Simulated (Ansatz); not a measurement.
# Ga₂O₃: geometry relaxation (part 2 of 3)

The same run, continued: Ga₂O₃ (C2/m, 10 atoms in the cell); DFT, PBE, plane waves, PAW, no spin polarisation (Ansatz 0.2.0); cutoff 420 eV, 10×10×6 k-mesh, Gaussian smearing of 0.02 eV. The structure derives from a Materials Project entry. The settings are looser than a standard set-up, so the numbers are not reference values.

Geometry of the input (Å; fractional positions):
```
6.1402  -1.5238  0.0000
6.1402  1.5238  0.0000
-1.3841  0.0000  5.6503
Ga 0.3412  0.3412  0.6853
Ga 0.6588  0.6588  0.3147
Ga 0.9095  0.9095  0.2052
Ga 0.0905  0.0905  0.7948
O  0.5035  0.5035  0.7433
O  0.4965  0.4965  0.2567
O  0.8266  0.8266  0.4368
O  0.1734  0.1734  0.5632
O  0.1645  0.1645  0.1092
O  0.8355  0.8355  0.8908
```

**Output, continued**
```
relax step   8: F+E_penalty+E_count = -18540.11812694 eV  Δ(F+E_penalty+E_count) = +7.302e-4 eV  max|allowed force component| = 1.455e-3 eV/Å  Δτ_max = 0.0024 Å  P = +0.012 GPa  Ω = 109.638 Å³  energy of the carried Pulay correction = -9.285e-4 eV  (5 SCF iters, dr2 threshold 2.65e-7 eV, accepted)
iter 1 solved again at ethr=5.30e-8 eV; its pass at ethr=3.10e-3 eV (dr2=4.67e-5 eV) is discarded
SCF iter   1: F=—  HF=-18540.118694 eV  |F-HF|=—  |Δ(HF+E_count)|=         —  Δρ=1.52e-4  dr2=6.76e-7  ethr=5.30e-8  ⟨swp⟩=3.1  Hψ=60696  notcnv=0
preconditioner: auto → Resta (q_TF=auto, 2.630 Å⁻¹)  ε∞=4.6  [insulator: Δε(μ)=2.012 eV  Ē_g=17.433 eV  σ=0.020 eV  W_gap=1.00  n_scr=34 (ndim 8)  ℏωp=33.3 eV  f_vac=0.020  D(μ)=0.00/eV (n_scr^D=0)  ε∞_Penn≈4.6]
SCF iter   2: F=—  HF=-18540.119053 eV  |F-HF|=—  |Δ(HF+E_count)|=   3.59e-4  Δρ=7.68e-5  dr2=1.79e-7  ethr=7.68e-10  ⟨swp⟩=2.0  Hψ=16721  notcnv=0
SCF iter   3: F=—  HF=-18540.119129 eV  |F-HF|=—  |Δ(HF+E_count)|=   7.55e-5  Δρ=1.42e-5  dr2=2.80e-8  ethr=2.03e-10  ⟨swp⟩=2.2  Hψ=13803  notcnv=0
SCF iter   4: F=—  HF=-18540.119131 eV  |F-HF|=—  |Δ(HF+E_count)|=   2.25e-6  Δρ=1.60e-6  dr2=1.33e-9  ethr=3.18e-11  ⟨swp⟩=2.0  Hψ=15972  notcnv=0
SCF iter   5: F=—  HF=-18540.119131 eV  |F-HF|=—  |Δ(HF+E_count)|=   1.40e-8  Δρ=6.76e-7  dr2=4.13e-10  ethr=1.51e-12  ⟨swp⟩=3.0  Hψ=18671  notcnv=0
SCF iter   6: F=-18540.119131 eV  HF=-18540.119131 eV  |F-HF|=6.55e-11  |Δ(HF+E_count)|=   2.48e-9  Δρ=1.63e-7  dr2=2.50e-11  ethr=1.00e-12  ⟨swp⟩=4.2  Hψ=44942  notcnv=0
SCF 9 converged in 6 iterations: F = -18540.119131 eV  dr2 = 2.50e-11
relax step   9: F+E_penalty+E_count = -18540.11913106 eV  Δ(F+E_penalty+E_count) = -1.004e-3 eV  max|allowed force component| = 1.567e-3 eV/Å  Δτ_max = 0.0000 Å  P = +0.018 GPa  Ω = 109.638 Å³  stress off target by 2.13e-2 GPa  SCF on the basis re-selected at this cell (its energy is not comparable with the rows above)  (6 SCF iters)
```

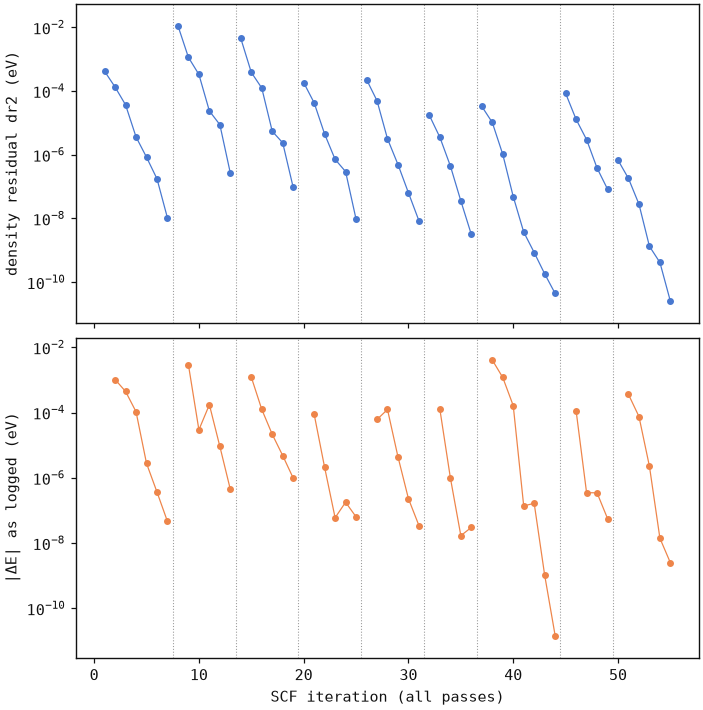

Convergence of the self-consistent field: density residual dr2 and size of the energy change against the SCF iteration. The dotted lines part the SCF passes of the relaxation: geometry steps, rejected trials and re-solves on a re-selected basis. The 9 passes take 5 to 8 iterations each, 55 in all.

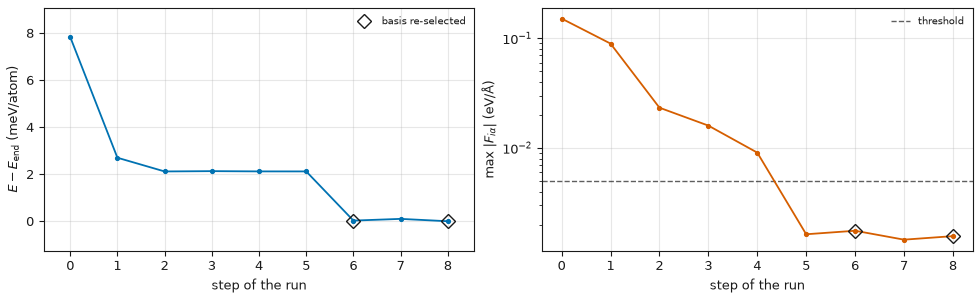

Progress of the relaxation, step by step (the first geometry is step 0 here and step 1 in the log).

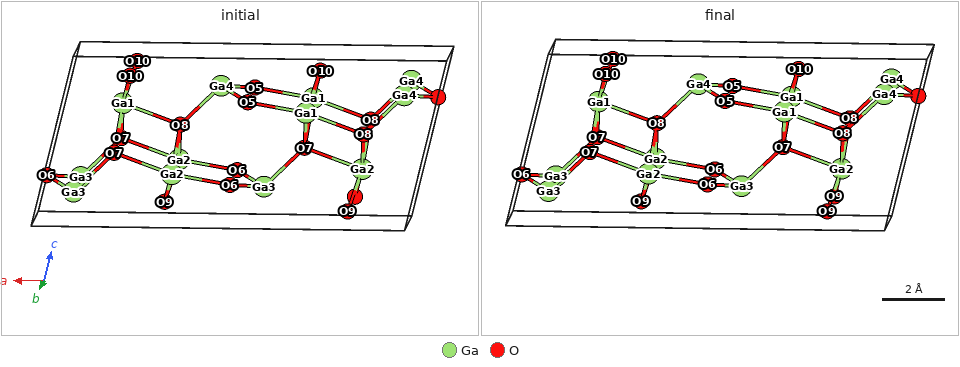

Before (left) and after (right) the relaxation, at one scale (ball-and-stick view of the cell 2 times as large as that of the calculation, set on its symmetry axes, seen at an oblique angle). Over 6 geometry steps the energy falls by 7.7 meV per atom. Largest force component: 0.15 eV/Å at the start, 0.0016 eV/Å at the end. Pressure: 6.74 GPa at the start and 0.02 GPa at the end. The basis was re-selected once at an unchanged geometry, which shifts the energy a little without any move. The largest moves relative to the cell, 0.012 Å, are those of O9 and O10. Largest moves by element: O 0.012 Å, Ga 0.007 Å. The volume changes by +3.7 %, with a 12.280 → 12.454 Å (+1.4 %), b 3.048 → 3.083 Å (+1.2 %), c 5.817 → 5.878 Å (+1.0 %). Among the contacts that change: Ga1–O5 1.942 → 1.971 Å, Ga1–O7 2.079 → 2.108 Å, Ga1–O8 2.013 → 2.042 Å, Ga3–O7 1.872 → 1.895 Å. The space group stays C2/m (No. 12). The energy change given includes the shifts at the re-selections in mid-walk, which come without any move. A last SCF at the same geometry on a re-selected plane-wave basis shifts the energy by −0.1 meV per atom. (Atoms are counted from 1 in the order of the input.)

```
basis re-selected at this cell: Δ(F+E_penalty+E_count) = -1.004e-3 eV, ΔP = +0.006 GPa vs the last step (what re-selecting the basis moved, of the pressure what is left beyond the Pulay correction that the steps carried, after the strain that the cell walked since its last selection, with what the two solves' SCF thresholds leave and, on support functions, any second-order correction that the steps lacked; it is no measure of the basis error at this ecutwfc). This SCF's stress stands 2.13e-2 GPa from its target on what of the cell is left free (relax.cell.stress_tol is 5.00e-2 GPa) and its largest allowed force component is 1.57e-3 eV/Å (relax.f_tol is 5.00e-3 eV/Å): within both
SCF converged after 6 iterations
Free energy (F): -18540.119131 eV
Harris-Foulkes:  -18540.119131 eV  (|F-HF|=6.55e-11)
Internal energy: -18540.119131 eV  (E = F + TS)
E sigma→0 (E₀):  -18540.119131 eV
Fermi energy:    8.565084 eV
--- Per-component energies (eV) ---
  E_band       = -146.322669
  E_kinetic    = 1514.175846
  E_local      = -9271.242505  (includes V_loc(G=0)·N_el)
  E_nonlocal   = 2020.201716
  E_hartree    = 4150.812723
  E_xc         = -710.597936
  E_vxc        = -787.666423  (∫ρ·V_xc dr)
  E_paw        = -8942.042468  (= ΣΔE_a)
  E_vpaw       = -1923.431382  (= ΣTr[D̂ρ^β])
  E_aug_tail   = 0.014301  (compensation charges beyond the density's cutoff)
  E_ewald      = -7301.440807
  E_smearing   = -0.000000  (= −TS)
  E_closure    = -0.000000  (closes the sum)
  Σ components = -18540.119131   (vs F -18540.119131, Δ=0.00e0)
--- Forces (eV/Å), atoms counted from 1 ---
  atom   1  Ga     0.00083896    -0.00000000     0.00097473
  atom   2  Ga    -0.00083896     0.00000000    -0.00097473
  atom   3  Ga     0.00156729    -0.00000000     0.00018728
  atom   4  Ga    -0.00156729     0.00000000    -0.00018728
  atom   5  O      0.00081277    -0.00000000     0.00010488
  atom   6  O     -0.00081277     0.00000000    -0.00010488
  atom   7  O     -0.00044286    -0.00000000    -0.00052651
  atom   8  O      0.00044286     0.00000000     0.00052651
  atom   9  O      0.00025831    -0.00000000     0.00005501
  atom  10  O     -0.00025831     0.00000000    -0.00005501
  max |Σ_I F_I| component: 0.00e0 eV/Å
--- Stress (GPa, compression-positive) ---
        0.021289       0.000000      -0.000638
        0.000000       0.018930      -0.000000
       -0.000638      -0.000000       0.013938
  P = ⅓ Tr σ = 0.0181 GPa (0.181 kbar)
--- Band table (eV; the first three rows and the last of 172) ---
  k-point 0: bands = ["-11.0494", "-10.0014", "-9.9727", "-9.8699", "-9.4256", "-9.4235", "-5.4230", "-5.3943", "-5.3897", "-5.3322", "-5.2423", "-5.2420", "-5.2268", "-5.2262", "-5.1670", "-5.0612", "-5.0491", "-5.0457", "-5.0276", "-5.0133", "-5.0065", "-4.9694", "-4.9580", "-4.8426", "-4.7148", "-4.6451", "0.7458", "1.7811", "2.8639", "3.5613", "4.1807", "4.9775", "5.1097", "5.4225", "5.6418", "5.6991", "5.9657", "6.0136", "6.5847", "6.8621", "6.9026", "7.0932", "7.2732", "7.5382", "9.5708", "12.9338", "13.8526", "14.0265", "15.1165", "15.9732", "16.5573", "16.7760", "18.5475", "19.5822"]
  k-point 1: bands = ["-11.0029", "-10.0901", "-9.9818", "-9.8231", "-9.4681", "-9.3926", "-5.4160", "-5.3953", "-5.3904", "-5.3315", "-5.2814", "-5.2359", "-5.2354", "-5.2176", "-5.1650", "-5.0634", "-5.0575", "-5.0534", "-5.0399", "-5.0190", "-5.0055", "-4.9583", "-4.9570", "-4.8240", "-4.7731", "-4.5503", "0.8619", "1.9206", "2.7310", "3.5807", "4.2315", "4.9784", "5.2126", "5.3706", "5.5872", "5.6351", "5.8805", "5.9714", "6.4610", "6.9102", "6.9189", "6.9242", "7.2380", "7.3206", "10.0688", "13.0609", "13.7014", "14.1219", "14.9618", "16.1015", "16.3485", "16.9642", "18.7880", "19.6088"]
  k-point 2: bands = ["-10.8818", "-10.2690", "-9.9936", "-9.7551", "-9.5010", "-9.3901", "-5.3990", "-5.3967", "-5.3921", "-5.3366", "-5.3266", "-5.2734", "-5.2218", "-5.1976", "-5.1656", "-5.0753", "-5.0717", "-5.0671", "-5.0540", "-5.0221", "-5.0040", "-4.9556", "-4.9380", "-4.8261", "-4.7914", "-4.4441", "1.1949", "2.1215", "2.5343", "3.5315", "4.3808", "5.0049", "5.0394", "5.4024", "5.5076", "5.6342", "5.7210", "6.0133", "6.2207", "6.4372", "6.9239", "6.9983", "7.0430", "7.2799", "11.0209", "12.8641", "13.6753", "14.2715", "14.9723", "15.5473", "16.8620", "17.1148", "19.0178", "19.1917"]
  k-point 171: bands = ["-10.6690", "-10.3050", "-10.1465", "-9.8388", "-9.5524", "-9.3367", "-5.4071", "-5.4014", "-5.4003", "-5.3804", "-5.3283", "-5.3254", "-5.2227", "-5.2074", "-5.1822", "-5.1681", "-5.0847", "-5.0832", "-5.0620", "-5.0554", "-5.0016", "-4.9789", "-4.9535", "-4.9016", "-4.4255", "-4.2805", "2.0232", "2.2719", "2.4604", "2.9645", "4.0806", "4.5391", "4.7621", "4.9929", "5.2052", "5.4963", "5.7682", "6.3479", "6.6424", "6.8551", "6.9232", "6.9243", "6.9753", "7.5489", "12.3172", "12.5425", "13.3831", "13.6661", "14.3739", "15.0210", "17.0655", "17.4433", "18.9549", "19.3038"]
--- Relaxed structure (7 steps of the walk, 7 accepted, 2 SCFs on fresh bases) ---
  F+E_penalty+E_count = -18540.11913106 eV   max|allowed force component| = 1.567e-3 eV/Å   (the final SCF, on the basis selected at the relaxed cell)
  cell:  # Å, volume = 109.6382 Å³
    - [6.227096950871175, -1.5416465331398148, 0.006223737699325487]
    - [6.227096950871175, 1.5416465331398148, 0.006223737699325477]
    - [-1.397983719671824, -1.951385843894233e-17, 5.708937263729455]
  atoms:
    - { symbol: Ga, position: [0.34149696331018004, 0.34149696331018004, 0.6858233480094684] }
    - { symbol: Ga, position: [0.65850303668982, 0.65850303668982, 0.31417665199053163] }
    - { symbol: Ga, position: [0.9100736975456223, 0.9100736975456223, 0.2052722653432764] }
    - { symbol: Ga, position: [0.08992630245437792, 0.08992630245437791, 0.7947277346567235] }
    - { symbol: O, position: [0.5039752965528693, 0.5039752965528693, 0.7433114550657621] }
    - { symbol: O, position: [0.49602470344713073, 0.49602470344713073, 0.2566885449342379] }
    - { symbol: O, position: [0.8263047161740901, 0.8263047161740901, 0.4356657562915051] }
    - { symbol: O, position: [0.1736952838259101, 0.1736952838259101, 0.5643342437084948] }
    - { symbol: O, position: [0.1635091314024853, 0.1635091314024853, 0.10920192065398852] }
    - { symbol: O, position: [0.8364908685975148, 0.8364908685975148, 0.8907980793460116] }
```

**Trajectory as extended XYZ (Å, eV, eV/Å), 9 frames, from step=1 to step=9**
```
10
Lattice="6.1402 -1.5238 0.0000 6.1402 1.5238 0.0000 -1.3841 0.0000 5.6503" Properties=species:S:1:pos:R:3:forces:R:3 step=1 energy=-18540.04080 pressure_GPa=6.74
Ga    3.2411    0.0000    3.8720    0.0282   0.0000   0.0480
Ga    7.6552    0.0000    1.7783   -0.0282   0.0000  -0.0480
Ga   10.8854    0.0000    1.1595    0.0205   0.0000  -0.0197
Ga    0.0110    0.0000    4.4908   -0.0205   0.0000   0.0197
O     5.1547    0.0000    4.2001   -0.0046   0.0000  -0.0225
O     5.7416    0.0000    1.4502    0.0046   0.0000   0.0225
O     9.5468    0.0000    2.4679    0.0118   0.0000   0.0163
O     1.3495    0.0000    3.1824   -0.0118   0.0000  -0.0163
O     1.8691    0.0000    0.6168    0.1520   0.0000   0.0145
O     9.0272    0.0000    5.0336   -0.1520   0.0000  -0.0145
10
Lattice="6.1856 -1.5338 0.0007 6.1856 1.5338 0.0007 -1.3938 0.0000 5.6904" Properties=species:S:1:pos:R:3:forces:R:3 step=2 energy=-18540.09213 pressure_GPa=2.63
Ga    3.2719    0.0000    3.8997   -0.0064   0.0000   0.0300
Ga    7.7055    0.0000    1.7920    0.0064   0.0000  -0.0300
Ga   10.9658    0.0000    1.1673    0.0324   0.0000  -0.0014
Ga    0.0117    0.0000    4.5245   -0.0324   0.0000   0.0014
O     5.1989    0.0000    4.2322    0.0106   0.0000  -0.0310
O     5.7786    0.0000    1.4595   -0.0106   0.0000   0.0310
O     9.6148    0.0000    2.4807    0.0106   0.0000   0.0226
O     1.3627    0.0000    3.2110   -0.0106   0.0000  -0.0226
O     1.8706    0.0000    0.6228    0.0898   0.0000   0.0387
O     9.1068    0.0000    5.0689   -0.0898   0.0000  -0.0387
10
Lattice="6.2160 -1.5418 0.0014 6.2160 1.5418 0.0014 -1.3999 0.0000 5.7060" Properties=species:S:1:pos:R:3:forces:R:3 step=3 energy=-18540.09796 pressure_GPa=0.14
Ga    3.2888    0.0000    3.9123   -0.0178   0.0000   0.0133
Ga    7.7433    0.0000    1.7966    0.0178   0.0000  -0.0133
Ga   11.0234    0.0000    1.1727    0.0233   0.0000   0.0031
Ga    0.0087    0.0000    4.5362   -0.0233   0.0000  -0.0031
O     5.2268    0.0000    4.2413    0.0183   0.0000   0.0111
O     5.8053    0.0000    1.4676   -0.0183   0.0000  -0.0111
O     9.6628    0.0000    2.4880   -0.0058   0.0000   0.0060
O     1.3693    0.0000    3.2209    0.0058   0.0000  -0.0060
O     1.8790    0.0000    0.6256    0.0126   0.0000   0.0077
O     9.1531    0.0000    5.0833   -0.0126   0.0000  -0.0077
10
Lattice="6.2175 -1.5413 0.0052 6.2175 1.5413 0.0052 -1.3968 0.0000 5.7093" Properties=species:S:1:pos:R:3:forces:R:3 step=4 energy=-18540.09783 pressure_GPa=-0.02
Ga    3.2902    0.0000    3.9187   -0.0160   0.0000   0.0011
Ga    7.7481    0.0000    1.8009    0.0160   0.0000  -0.0011
Ga   11.0278    0.0000    1.1797    0.0107   0.0000   0.0076
Ga    0.0105    0.0000    4.5399   -0.0107   0.0000  -0.0076
O     5.2294    0.0000    4.2501    0.0119   0.0000  -0.0001
O     5.8089    0.0000    1.4695   -0.0119   0.0000   0.0001
O     9.6669    0.0000    2.4964    0.0002   0.0000   0.0034
O     1.3713    0.0000    3.2233   -0.0002   0.0000  -0.0034
O     1.8826    0.0000    0.6256    0.0032   0.0000   0.0135
O     9.1556    0.0000    5.0940   -0.0032   0.0000  -0.0135
10
Lattice="6.2208 -1.5412 0.0059 6.2208 1.5412 0.0059 -1.3969 0.0000 5.7063" Properties=species:S:1:pos:R:3:forces:R:3 step=5 energy=-18540.09794 pressure_GPa=0.00
Ga    3.2895    0.0000    3.9181    0.0091   0.0000   0.0001
Ga    7.7552    0.0000    1.8000   -0.0091   0.0000  -0.0001
Ga   11.0356    0.0000    1.1817    0.0052   0.0000   0.0036
Ga    0.0091    0.0000    4.5363   -0.0052   0.0000  -0.0036
O     5.2315    0.0000    4.2480   -0.0015   0.0000   0.0005
O     5.8132    0.0000    1.4700    0.0015   0.0000  -0.0005
O     9.6724    0.0000    2.4962    0.0000   0.0000   0.0025
O     1.3724    0.0000    3.2218    0.0000   0.0000  -0.0025
O     1.8841    0.0000    0.6249    0.0016   0.0000   0.0013
O     9.1606    0.0000    5.0931   -0.0016   0.0000  -0.0013
10
Lattice="6.2212 -1.5410 0.0060 6.2212 1.5410 0.0060 -1.3969 0.0000 5.7063" Properties=species:S:1:pos:R:3:forces:R:3 step=6 energy=-18540.09795 pressure_GPa=0.00
Ga    3.2906    0.0000    3.9178   -0.0011   0.0000   0.0012
Ga    7.7549    0.0000    1.8004    0.0011   0.0000  -0.0012
Ga   11.0363    0.0000    1.1819   -0.0016   0.0000  -0.0009
Ga    0.0092    0.0000    4.5364    0.0016   0.0000   0.0009
O     5.2320    0.0000    4.2483   -0.0004   0.0000  -0.0005
O     5.8135    0.0000    1.4700    0.0004   0.0000   0.0005
O     9.6732    0.0000    2.4967    0.0003   0.0000  -0.0007
O     1.3723    0.0000    3.2216   -0.0003   0.0000   0.0007
O     1.8843    0.0000    0.6251   -0.0006   0.0000  -0.0006
O     9.1612    0.0000    5.0932    0.0006   0.0000   0.0006
10
Lattice="6.2212 -1.5410 0.0060 6.2212 1.5410 0.0060 -1.3969 0.0000 5.7063" Properties=species:S:1:pos:R:3:forces:R:3 step=7 energy=-18540.11886 pressure_GPa=0.30
Ga    3.2906    0.0000    3.9178   -0.0014   0.0000  -0.0002
Ga    7.7549    0.0000    1.8004    0.0014   0.0000   0.0002
Ga   11.0363    0.0000    1.1819   -0.0018   0.0000  -0.0013
Ga    0.0092    0.0000    4.5364    0.0018   0.0000   0.0013
O     5.2320    0.0000    4.2483   -0.0009   0.0000  -0.0007
O     5.8135    0.0000    1.4700    0.0009   0.0000   0.0007
O     9.6732    0.0000    2.4967   -0.0014   0.0000   0.0007
O     1.3723    0.0000    3.2216    0.0014   0.0000  -0.0007
O     1.8843    0.0000    0.6251   -0.0002   0.0000  -0.0003
O     9.1612    0.0000    5.0932    0.0002   0.0000   0.0003
10
Lattice="6.2271 -1.5416 0.0062 6.2271 1.5416 0.0062 -1.3980 0.0000 5.7089" Properties=species:S:1:pos:R:3:forces:R:3 step=8 energy=-18540.11813 pressure_GPa=0.01
Ga    3.2943    0.0000    3.9196    0.0008   0.0000   0.0011
Ga    7.7619    0.0000    1.8018   -0.0008   0.0000  -0.0011
Ga   11.0473    0.0000    1.1832    0.0015   0.0000   0.0001
Ga    0.0089    0.0000    4.5382   -0.0015   0.0000  -0.0001
O     5.2375    0.0000    4.2498    0.0008   0.0000   0.0001
O     5.8187    0.0000    1.4716   -0.0008   0.0000  -0.0001
O     9.6819    0.0000    2.4975   -0.0004   0.0000  -0.0006
O     1.3743    0.0000    3.2239    0.0004   0.0000   0.0006
O     1.8837    0.0000    0.6255    0.0002   0.0000   0.0000
O     9.1725    0.0000    5.0959   -0.0002   0.0000   0.0000
10
Lattice="6.2271 -1.5416 0.0062 6.2271 1.5416 0.0062 -1.3980 0.0000 5.7089" Properties=species:S:1:pos:R:3:forces:R:3 step=9 energy=-18540.11913 pressure_GPa=0.02
Ga    3.2943    0.0000    3.9196    0.0008   0.0000   0.0010
Ga    7.7619    0.0000    1.8018   -0.0008   0.0000  -0.0010
Ga   11.0473    0.0000    1.1832    0.0016   0.0000   0.0002
Ga    0.0089    0.0000    4.5382   -0.0016   0.0000  -0.0002
O     5.2375    0.0000    4.2498    0.0008   0.0000   0.0001
O     5.8187    0.0000    1.4716   -0.0008   0.0000  -0.0001
O     9.6819    0.0000    2.4975   -0.0004   0.0000  -0.0005
O     1.3743    0.0000    3.2239    0.0004   0.0000   0.0005
O     1.8837    0.0000    0.6255    0.0003   0.0000   0.0001
O     9.1725    0.0000    5.0959   -0.0003   0.0000  -0.0001
```
